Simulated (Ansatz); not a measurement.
## Run report: C8N, single-point calculation (part 2 of 3)

Continued. System: C8N (slab, 9 atoms in the cell). Method: DFT PBEsol, scalar-relativistic, plane waves, PAW, spin-polarised (Ansatz 0.2.0); cutoff 420 eV, 12×12×1 k-mesh, Gaussian smearing of 0.05 eV, collinear spins. The structure derives from an entry of the Crystallography Open Database. It belongs to a series of runs on one base structure; here: N lifted by +1.20 A from its best place.

Geometry of the input (Å; fractional positions):
```
2.4988  0.0000  0.0000
-1.2494  2.1640  0.0000
0.0000  0.0000  25.7639
C  0.3333  0.6667  0.3299
C  0.6667  0.3333  0.3502
C  0.6667  0.3333  0.4107
C  0.3333  0.6667  0.4310
C  0.3333  0.6667  0.5398
C  0.6667  0.3333  0.5404
C  0.6667  0.3333  0.6885
C  0.3333  0.6667  0.6885
N  0.5833  1.1667  0.7906
```

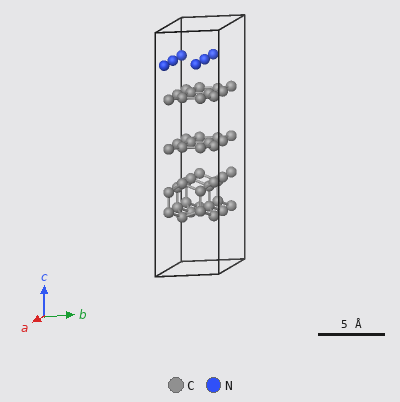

**Figure 1.** The input geometry (ball-and-stick view of the 3 × 2 repeat of the cell, with the vacuum cut short, seen slightly off an axis). An atom can appear more than once, as a periodic image.

Log, continued
```
SCF iter   1: F=—  HF=-2344.929461 eV  |F-HF|=—  |Δ(HF+E_count)|=         —  Δρ=5.67e-2 (↑5.67e-2 ↓4.17e-2)  dr2=6.00e1  dr2_m=5.03e-1  M=2.179 μB ∫|m|=2.182 μB  β_m=0.30  ethr=3.10e-3  p=-0.000 e·Å  D=-1.86e-7 V/Å  ΔV_dip=0.00 eV  dr2_dipole=4.09e1  V_vac-E_F(+/−)=7.78/7.78 eV  ⟨swp⟩=8.2  Hψ=14046  notcnv=0  defer=31
efield: sawtooth ramp at fractional position 0.0402 (placed from the atoms, in the widest stretch of the axis that holds none; the zero of the levels goes with the place), width 0.0400; the density the first Hamiltonian is built on has a dipole p = -0.000 e·Å; the dipole correction subtracts the counter field D = -1.86e-7 V/Å, which shifts the + side's vacuum level by +0.00 eV against the − side's; the planar-averaged density in the ramp window peaks in size at 3.2e-7 e/Å³
preconditioner: auto → LDOS  [metal: Δε(μ)=0.003 eV  Ē_g=14.831 eV  σ=0.050 eV  W_gap=0.04  n_scr=16 (ndim 8)  ℏωp=19.1 eV  f_vac=0.416  D(μ)=6.22/eV (n_scr^D=22)]
spin=Collinear: LDOS preconditioning applied to the charge; magnetization (m = ρ↑ − ρ↓) channel mixes plain (no charge-response kernel on spin).
SCF iter   2: F=—  HF=-2342.975597 eV  |F-HF|=—  |Δ(HF+E_count)|=    1.95e0  Δρ=3.14e-2 (↑3.14e-2 ↓2.75e-2)  dr2=1.14e1  dr2_m=1.67e-1  M=2.203 μB ∫|m|=2.208 μB  β_m=0.30  ethr=3.10e-3  p=0.021 e·Å  D=2.67e-2 V/Å  ΔV_dip=-0.69 eV  dr2_dipole=5.88e0  V_vac-E_F(+/−)=7.13/7.82 eV  ⟨swp⟩=2.1  Hψ=5069  notcnv=0  defer=439  κ⁻¹=1.0e0(r=1)
SCF iter   3: F=—  HF=-2342.176552 eV  |F-HF|=—  |Δ(HF+E_count)|=   7.99e-1  Δρ=1.71e-2 (↑1.30e-2 ↓1.71e-2)  dr2=1.57e0  dr2_m=6.21e-2  M=2.148 μB ∫|m|=2.167 μB  β_m=0.30  ethr=3.10e-3  p=0.026 e·Å  D=3.37e-2 V/Å  ΔV_dip=-0.87 eV  dr2_dipole=4.26e-1  V_vac-E_F(+/−)=6.65/7.52 eV  ⟨swp⟩=2.2  Hψ=5001  notcnv=0  defer=457  κ⁻¹=1.6e-3(r=2)
SCF iter   4: F=—  HF=-2342.047193 eV  |F-HF|=—  |Δ(HF+E_count)|=   1.29e-1  Δρ=2.03e-2 (↑2.03e-2 ↓8.83e-3)  dr2=2.94e0  dr2_m=2.28e-1  M=1.871 μB ∫|m|=1.889 μB  β_m=0.30  ethr=3.10e-3  p=-0.005 e·Å  D=-6.95e-3 V/Å  ΔV_dip=0.18 eV  dr2_dipole=2.03e0  V_vac-E_F(+/−)=6.66/6.48 eV  ⟨swp⟩=2.9  Hψ=4472  notcnv=0  defer=466  κ⁻¹=4.0e-4(r=3)
SCF iter   5: F=—  HF=-2342.046183 eV  |F-HF|=—  |Δ(HF+E_count)|=   1.01e-3  Δρ=1.14e-2 (↑1.14e-2 ↓8.80e-3)  dr2=1.35e-1  dr2_m=1.19e-1  M=1.847 μB ∫|m|=1.860 μB  β_m=0.30  ethr=3.10e-3  p=-0.006 e·Å  D=-7.75e-3 V/Å  ΔV_dip=0.20 eV  dr2_dipole=5.96e-2  V_vac-E_F(+/−)=6.47/6.27 eV  ⟨swp⟩=1.5  Hψ=3010  notcnv=0  defer=462  κ⁻¹=3.5e-4(r=4)
SCF iter   6: F=—  HF=-2342.099178 eV  |F-HF|=—  |Δ(HF+E_count)|=   5.30e-2  Δρ=1.23e-2 (↑1.23e-2 ↓7.92e-3)  dr2=2.02e-1  dr2_m=1.23e-1  M=1.726 μB ∫|m|=1.747 μB  β_m=0.30  ethr=3.64e-4  p=-0.007 e·Å  D=-9.27e-3 V/Å  ΔV_dip=0.24 eV  dr2_dipole=1.14e-1  V_vac-E_F(+/−)=6.49/6.25 eV  ⟨swp⟩=1.7  Hψ=2490  notcnv=0  defer=470  κ⁻¹=1.2e-4(r=5)
SCF iter   7: F=—  HF=-2342.133921 eV  |F-HF|=—  |Δ(HF+E_count)|=   3.47e-2  Δρ=8.76e-3 (↑8.76e-3 ↓5.82e-3)  dr2=1.09e-1  dr2_m=6.61e-2  M=1.715 μB ∫|m|=1.736 μB  β_m=0.30  ethr=3.64e-4  p=-0.014 e·Å  D=-1.83e-2 V/Å  ΔV_dip=0.47 eV  dr2_dipole=6.85e-2  V_vac-E_F(+/−)=6.50/6.02 eV  ⟨swp⟩=2.3  Hψ=2818  notcnv=0  defer=470  κ⁻¹=2.2e-5(r=6)
SCF iter   8: F=—  HF=-2342.153185 eV  |F-HF|=—  |Δ(HF+E_count)|=   1.93e-2  Δρ=6.64e-3 (↑6.64e-3 ↓4.55e-3)  dr2=3.90e-2  dr2_m=3.86e-2  M=1.687 μB ∫|m|=1.715 μB  β_m=0.30  ethr=2.95e-4  p=-0.013 e·Å  D=-1.72e-2 V/Å  ΔV_dip=0.44 eV  dr2_dipole=2.14e-2  V_vac-E_F(+/−)=6.47/6.02 eV  ⟨swp⟩=1.7  Hψ=2922  notcnv=0  defer=462  κ⁻¹=1.5e-5(r=7)
SCF iter   9: F=—  HF=-2342.165538 eV  |F-HF|=—  |Δ(HF+E_count)|=   1.24e-2  Δρ=5.30e-3 (↑5.30e-3 ↓3.72e-3)  dr2=1.54e-2  dr2_m=2.45e-2  M=1.659 μB ∫|m|=1.694 μB  β_m=1.20  ethr=1.05e-4  p=-0.014 e·Å  D=-1.86e-2 V/Å  ΔV_dip=0.48 eV  dr2_dipole=5.29e-3  V_vac-E_F(+/−)=6.47/5.99 eV  ⟨swp⟩=1.5  Hψ=2500  notcnv=0  defer=443
Mixer restart at iter 9: flushing history
spin-set hold released at iteration 9 (site moments contracting): the magnetisation degrees of freedom join the quasi-Newton model from the next iteration; the mixer history was flushed
SCF iter  10: F=—  HF=-2342.191182 eV  |F-HF|=—  |Δ(HF+E_count)|=   2.56e-2  Δρ=5.69e-3 (↑5.69e-3 ↓2.79e-3)  dr2=5.47e-2  dr2_m=2.17e-2  M=1.471 μB ∫|m|=1.536 μB  β_m=0.65  ethr=4.17e-5  p=-0.016 e·Å  D=-2.12e-2 V/Å  ΔV_dip=0.55 eV  dr2_dipole=3.04e-2  V_vac-E_F(+/−)=6.49/5.94 eV  ⟨swp⟩=2.0  Hψ=3430  notcnv=0  defer=443  recentre
density mixer auto → msr1: a metal under ldos (density of states about μ 0.96 of a free-electron gas's, 16 screened modes)
SCF iter  11: F=—  HF=-2342.173443 eV  |F-HF|=—  |Δ(HF+E_count)|=   1.77e-2  Δρ=4.58e-3 (↑4.58e-3 ↓2.76e-3)  dr2=3.72e-2  dr2_m=1.66e-2  M=1.644 μB ∫|m|=1.680 μB  β_m=0.82  ethr=4.17e-5  p=-0.019 e·Å  D=-2.42e-2 V/Å  ΔV_dip=0.62 eV  dr2_dipole=2.30e-2  V_vac-E_F(+/−)=6.55/5.93 eV  ⟨swp⟩=2.1  Hψ=3985  notcnv=0  defer=434
SCF iter  12: F=—  HF=-2342.199025 eV  |F-HF|=—  |Δ(HF+E_count)|=   2.56e-2  Δρ=5.43e-3 (↑5.43e-3 ↓2.92e-3)  dr2=8.86e-2  dr2_m=2.16e-2  M=1.453 μB ∫|m|=1.536 μB  β_m=0.91  ethr=4.17e-5  p=-0.021 e·Å  D=-2.68e-2 V/Å  ΔV_dip=0.69 eV  dr2_dipole=6.00e-2  V_vac-E_F(+/−)=6.59/5.90 eV  ⟨swp⟩=2.0  Hψ=3385  notcnv=0  defer=434
SCF iter  13: F=-2341.933808 eV  HF=-2342.222348 eV  |F-HF|=2.89e-1  |Δ(HF+E_count)|=   2.33e-2  Δρ=3.75e-3 (↑2.53e-3 ↓3.75e-3)  dr2=1.65e-1  dr2_m=1.16e-2  M=1.352 μB ∫|m|=1.557 μB  β_m=0.12  ethr=4.17e-5  p=-0.023 e·Å  D=-2.97e-2 V/Å  ΔV_dip=0.76 eV  dr2_dipole=1.35e-1  V_vac-E_F(+/−)=6.70/5.93 eV  ⟨swp⟩=2.3  Hψ=3892  notcnv=0  defer=434
SCF iter  14: F=-2341.568297 eV  HF=-2342.229789 eV  |F-HF|=6.61e-1  |Δ(HF+E_count)|=   7.44e-3  Δρ=3.05e-3 (↑2.14e-3 ↓3.05e-3)  dr2=3.65e-1  dr2_m=5.64e-3  M=1.315 μB ∫|m|=1.541 μB  β_m=0.76  ethr=4.17e-5  p=-0.024 e·Å  D=-3.08e-2 V/Å  ΔV_dip=0.79 eV  dr2_dipole=3.06e-1  V_vac-E_F(+/−)=6.75/5.96 eV  ⟨swp⟩=1.7  Hψ=2913  notcnv=0  defer=444  recentre
SCF iter  15: F=-2342.226298 eV  HF=-2342.228176 eV  |F-HF|=1.88e-3  |Δ(HF+E_count)|=   1.61e-3  Δρ=2.63e-3 (↑2.63e-3 ↓2.36e-3)  dr2=5.49e-3  dr2_m=7.77e-3  M=1.273 μB ∫|m|=1.546 μB  β_m=0.22  ethr=4.17e-5  p=-0.026 e·Å  D=-3.35e-2 V/Å  ΔV_dip=0.86 eV  dr2_dipole=4.46e-3  V_vac-E_F(+/−)=6.77/5.91 eV  ⟨swp⟩=1.3  Hψ=2281  notcnv=0  defer=446
SCF iter  16: F=-2342.076658 eV  HF=-2342.221160 eV  |F-HF|=1.45e-1  |Δ(HF+E_count)|=   7.02e-3  Δρ=2.99e-3 (↑2.99e-3 ↓2.07e-3)  dr2=8.97e-2  dr2_m=6.33e-3  M=1.412 μB ∫|m|=1.631 μB  β_m=0.88  ethr=1.48e-5  p=-0.026 e·Å  D=-3.37e-2 V/Å  ΔV_dip=0.87 eV  dr2_dipole=6.28e-2  V_vac-E_F(+/−)=6.74/5.87 eV  ⟨swp⟩=2.4  Hψ=4000  notcnv=0  defer=450  recentre
SCF iter  17: F=-2342.268447 eV  HF=-2342.254795 eV  |F-HF|=1.37e-2  |Δ(HF+E_count)|=   3.36e-2  Δρ=4.03e-3 (↑4.03e-3 ↓3.96e-3)  dr2=4.09e-3  dr2_m=1.99e-2  M=1.191 μB ∫|m|=1.747 μB  β_m=0.94  ethr=1.48e-5  p=-0.033 e·Å  D=-4.31e-2 V/Å  ΔV_dip=1.11 eV  dr2_dipole=2.29e-3  V_vac-E_F(+/−)=6.97/5.86 eV  ⟨swp⟩=2.7  Hψ=5083  notcnv=0  defer=449
SCF iter  18: F=-2342.298072 eV  HF=-2342.296178 eV  |F-HF|=1.89e-3  |Δ(HF+E_count)|=   4.14e-2  Δρ=5.24e-3 (↑5.24e-3 ↓3.93e-3)  dr2=2.46e-2  dr2_m=2.31e-2  M=1.229 μB ∫|m|=2.030 μB  β_m=0.97  ethr=1.11e-5  p=-0.030 e·Å  D=-3.90e-2 V/Å  ΔV_dip=1.00 eV  dr2_dipole=2.47e-3  V_vac-E_F(+/−)=6.88/5.88 eV  ⟨swp⟩=2.9  Hψ=4910  notcnv=0  defer=457
SCF iter  19: F=-2341.935661 eV  HF=-2342.389109 eV  |F-HF|=4.53e-1  |Δ(HF+E_count)|=   9.29e-2  Δρ=6.15e-3 (↑1.82e-3 ↓6.15e-3)  dr2=4.39e-1  dr2_m=7.88e-3  M=1.232 μB ∫|m|=2.345 μB  β_m=0.97  ethr=1.11e-5  p=-0.031 e·Å  D=-3.96e-2 V/Å  ΔV_dip=1.02 eV  dr2_dipole=4.54e-2  V_vac-E_F(+/−)=6.99/5.97 eV  ⟨swp⟩=3.2  Hψ=5485  notcnv=0  defer=460  recentre
SCF iter  20: F=-2342.066183 eV  HF=-2342.382394 eV  |F-HF|=3.16e-1  |Δ(HF+E_count)|=   6.72e-3  Δρ=5.49e-3 (↑5.49e-3 ↓1.53e-3)  dr2=3.38e-1  dr2_m=8.80e-3  M=1.202 μB ∫|m|=2.326 μB  β_m=0.36  ethr=1.11e-5  p=-0.044 e·Å  D=-5.75e-2 V/Å  ΔV_dip=1.48 eV  dr2_dipole=1.74e-4  V_vac-E_F(+/−)=7.02/5.54 eV  ⟨swp⟩=3.3  Hψ=5883  notcnv=0  defer=475  recentre
SCF iter  21: F=-2342.359166 eV  HF=-2342.348840 eV  |F-HF|=1.03e-2  |Δ(HF+E_count)|=   3.36e-2  Δρ=3.32e-3 (↑3.21e-3 ↓3.32e-3)  dr2=4.33e-3  dr2_m=1.32e-2  M=1.213 μB ∫|m|=2.294 μB  β_m=0.31  ethr=1.11e-5  p=-0.034 e·Å  D=-4.45e-2 V/Å  ΔV_dip=1.15 eV  dr2_dipole=8.18e-6  V_vac-E_F(+/−)=6.96/5.82 eV  ⟨swp⟩=3.2  Hψ=5273  notcnv=0  defer=481
SCF iter  22: F=-2342.378589 eV  HF=-2342.377840 eV  |F-HF|=7.49e-4  |Δ(HF+E_count)|=   2.90e-2  Δρ=1.57e-3 (↑1.57e-3 ↓1.56e-3)  dr2=1.88e-3  dr2_m=2.98e-3  M=1.220 μB ∫|m|=2.680 μB  β_m=0.57  ethr=1.11e-5  p=-0.039 e·Å  D=-5.05e-2 V/Å  ΔV_dip=1.30 eV  dr2_dipole=1.01e-3  V_vac-E_F(+/−)=6.97/5.67 eV  ⟨swp⟩=3.2  Hψ=6156  notcnv=0  defer=474
SCF iter  23: F=-2342.382659 eV  HF=-2342.383572 eV  |F-HF|=9.14e-4  |Δ(HF+E_count)|=   5.73e-3  Δρ=5.22e-4 (↑5.22e-4 ↓4.78e-4)  dr2=1.14e-3  dr2_m=2.32e-4  M=1.217 μB ∫|m|=2.570 μB  β_m=0.47  ethr=5.08e-6  p=-0.040 e·Å  D=-5.22e-2 V/Å  ΔV_dip=1.34 eV  dr2_dipole=9.58e-5  V_vac-E_F(+/−)=6.96/5.61 eV  ⟨swp⟩=3.0  Hψ=4772  notcnv=0  defer=474
SCF iter  24: F=-2342.383156 eV  HF=-2342.383068 eV  |F-HF|=8.77e-5  |Δ(HF+E_count)|=   5.04e-4  Δρ=5.67e-4 (↑5.67e-4 ↓5.00e-4)  dr2=2.17e-4  dr2_m=3.51e-4  M=1.216 μB ∫|m|=2.562 μB  β_m=0.67  ethr=3.07e-6  p=-0.039 e·Å  D=-5.10e-2 V/Å  ΔV_dip=1.31 eV  dr2_dipole=6.84e-5  V_vac-E_F(+/−)=6.95/5.64 eV  ⟨swp⟩=2.0  Hψ=2854  notcnv=0  defer=474
SCF iter  25: F=-2342.383770 eV  HF=-2342.383778 eV  |F-HF|=7.24e-6  |Δ(HF+E_count)|=   7.09e-4  Δρ=8.18e-5 (↑8.18e-5 ↓6.19e-5)  dr2=1.15e-5  dr2_m=5.54e-6  M=1.216 μB ∫|m|=2.601 μB  β_m=0.75  ethr=5.85e-7  p=-0.039 e·Å  D=-5.05e-2 V/Å  ΔV_dip=1.30 eV  dr2_dipole=3.57e-6  V_vac-E_F(+/−)=6.95/5.64 eV  ⟨swp⟩=2.9  Hψ=4121  notcnv=0  defer=474
SCF iter  26: F=-2342.383779 eV  HF=-2342.383783 eV  |F-HF|=4.49e-6  |Δ(HF+E_count)|=   5.83e-6  Δρ=5.09e-5 (↑2.26e-5 ↓5.09e-5)  dr2=5.99e-6  dr2_m=8.67e-7  M=1.215 μB ∫|m|=2.600 μB  β_m=0.65  ethr=3.10e-8  p=-0.039 e·Å  D=-5.03e-2 V/Å  ΔV_dip=1.30 eV  dr2_dipole=9.39e-7  V_vac-E_F(+/−)=6.94/5.65 eV  ⟨swp⟩=2.0  Hψ=3858  notcnv=0  defer=474
SCF iter  27: F=-2342.383782 eV  HF=-2342.383782 eV  |F-HF|=2.60e-7  |Δ(HF+E_count)|=   1.61e-6  Δρ=3.35e-5 (↑2.57e-5 ↓3.35e-5)  dr2=1.18e-6  dr2_m=1.05e-6  M=1.215 μB ∫|m|=2.600 μB  β_m=0.61  ethr=1.62e-8  p=-0.039 e·Å  D=-5.02e-2 V/Å  ΔV_dip=1.29 eV  dr2_dipole=4.33e-10  V_vac-E_F(+/−)=6.94/5.65 eV  ⟨swp⟩=2.0  Hψ=3460  notcnv=0  defer=474
SCF iter  28: F=-2342.383784 eV  HF=-2342.383784 eV  |F-HF|=3.17e-7  |Δ(HF+E_count)|=   2.06e-6  Δρ=1.26e-5 (↑7.13e-6 ↓1.26e-5)  dr2=5.30e-7  dr2_m=1.04e-7  M=1.215 μB ∫|m|=2.602 μB  β_m=0.56  ethr=3.18e-9  p=-0.039 e·Å  D=-5.02e-2 V/Å  ΔV_dip=1.29 eV  dr2_dipole=4.18e-9  V_vac-E_F(+/−)=6.94/5.65 eV  ⟨swp⟩=2.7  Hψ=3693  notcnv=0  defer=474
SCF iter  29: F=-2342.383784 eV  HF=-2342.383784 eV  |F-HF|=9.99e-8  |Δ(HF+E_count)|=   1.47e-7  Δρ=7.27e-6 (↑4.63e-6 ↓7.27e-6)  dr2=1.21e-7  dr2_m=4.17e-8  M=1.215 μB ∫|m|=2.602 μB  β_m=0.78  ethr=1.43e-9  p=-0.039 e·Å  D=-5.02e-2 V/Å  ΔV_dip=1.29 eV  dr2_dipole=4.28e-8  V_vac-E_F(+/−)=6.94/5.65 eV  ⟨swp⟩=2.1  Hψ=2894  notcnv=0  defer=474
SCF iter  30: F=-2342.383784 eV  HF=-2342.383784 eV  |F-HF|=1.14e-7  |Δ(HF+E_count)|=   2.40e-8  Δρ=4.17e-6 (↑3.10e-6 ↓4.17e-6)  dr2=1.27e-7  dr2_m=1.23e-8  M=1.215 μB ∫|m|=2.601 μB  β_m=0.89  ethr=2.70e-10  p=-0.039 e·Å  D=-5.02e-2 V/Å  ΔV_dip=1.29 eV  dr2_dipole=4.18e-8  V_vac-E_F(+/−)=6.94/5.65 eV  ⟨swp⟩=21.6  Hψ=23471  notcnv=0
iter 31 met the thresholds in force, and the SCF goes on: an eigenvalue changes by 3.28 meV, over its tolerance of 0.50 meV (output.eigenvalues, Limitations)
SCF iter  31: F=-2342.383784 eV  HF=-2342.383784 eV  |F-HF|=1.09e-8  |Δ(HF+E_count)|=   1.46e-8  Δρ=2.49e-6 (↑1.74e-6 ↓2.49e-6)  dr2=4.85e-8  dr2_m=2.76e-9  M=1.215 μB ∫|m|=2.602 μB  β_m=0.76  ethr=2.70e-10  p=-0.039 e·Å  D=-5.02e-2 V/Å  ΔV_dip=1.29 eV  dr2_dipole=1.89e-10  V_vac-E_F(+/−)=6.94/5.65 eV  ⟨swp⟩=8.6  Hψ=16007  notcnv=0
SCF iter  32: F=-2342.383784 eV  HF=-2342.383784 eV  |F-HF|=4.31e-9  |Δ(HF+E_count)|=   6.87e-9  Δρ=1.14e-6 (↑1.05e-6 ↓1.14e-6)  dr2=1.06e-8  dr2_m=1.15e-9  M=1.215 μB ∫|m|=2.602 μB  ethr=1.31e-10  p=-0.039 e·Å  D=-5.02e-2 V/Å  ΔV_dip=1.29 eV  dr2_dipole=2.68e-9  V_vac-E_F(+/−)=6.94/5.65 eV  ⟨swp⟩=9.0  Hψ=15860  notcnv=0
SCF 1 converged in 32 iterations: F = -2342.383784 eV  dr2 = 1.06e-8
  greatest PAW one-centre occupation: 0.868 electrons in one spin orbital (limit 2), on the N atom at site 8 (counted from 0), in its partial waves of l = 0
at 4 of the mixer's solves, the last at iteration 19, it left a direction of its history that read negative out of its fit and stepped the other way along it
WARN: The output density's exchange-correlation potential varies sharply where the density is thin. Do not read a vacuum level from v_tot or v_xc, or from such a field of the output density. On a cell that repeats whose density bears no net charge and no dipole along the vacuum's axis use v_es (v_loc + v_h of the components); under efield.dipole_correction with no amplitude use v_es + v_field, which holds any external_charges[].barrier, or the levels of the report's work_function block, which leave it out; under a non-zero efield.amplitude the vacuum is tilted and has no level; on a cell that repeats and bears such a dipole with no correction it is tilted too, and efield.dipole_correction with no amplitude gives each side of its ramp a level where efield: is served; in a cell that repeats whose density bears a net charge (total_charge, or a fill off its count) it is curved and has none; of a slab under crystal.periodic whose density bears no net charge use v_es, which has a level on each side, short of where the two are joined; of another it falls or rises all the way out and has none; of a slab beside external_charges read slab_vacuum_level instead, which it has where they leave it neutral. The grid or the basis barely resolves most such structure, and the values can differ between equally converged runs; as a rule a tighter scf.convergence.dr2_threshold does not remove it. Where the density itself ripples (under the LDA too) a higher basis.ecutwfc lessens it. The files hold the spikes' plane waves up to the density's cutoff. Files: v_tot_of_output_density and the like, and their columns of v_z.tsv (output.write_potential); v_xc_of_output_density and the like, and their columns of v_comp_z.tsv (output.write_potential_components). Measured: with its Gaussian average of σ = 0.25 Å subtracted twice, the exchange-correlation potential is over 0.1 eV at 1313 of the grid points where the equally averaged density (valence and model cores) is under 1e-3 e/Å³, and 1.62 eV at the most among them, at an averaged density of 9.3e-7 e/Å³. The input density's (outcome.potential() and, of a run that writes arrays, v_tot and v_xc) is over 0.1 eV, so measured, at 265 points of its own thin density, 0.611 eV at the most. See output.write_potential in the manual, Limitations
SCF converged after 32 iterations
an eigenvalue changed by more than its tolerance at an iteration that met the thresholds in force, so the SCF went on 1 time: the last check found none over its tolerance
Magnetization: 1.2148 μB (19.1074 up, 17.8926 down)
Absolute magnetization: 2.6016 μB (∫|ρ↑−ρ↓|, with the PAW one-centre terms)
Spin contamination: 0.5485 ħ² per cell (⟨S²⟩ above its minimum at these occupations)
Per-site moments (μB) at R_I (Å): [(0.2730480286271563, 0.632953651121265), (-0.03451855613218718, 0.632953651121265), (0.03738596298054112, 0.6329536514832316), (-0.25558693327397125, 0.6329536514832316), (0.016111564492877418, 0.5951427275179203), (-0.039461074046079965, 0.5951427275179203), (-0.004417247849461107, 0.5951102397335227), (0.027801400131182402, 0.5951102397335227), (1.0292049423490737, 1.0307611694693553)]
Free energy (F): -2342.383784 eV
```
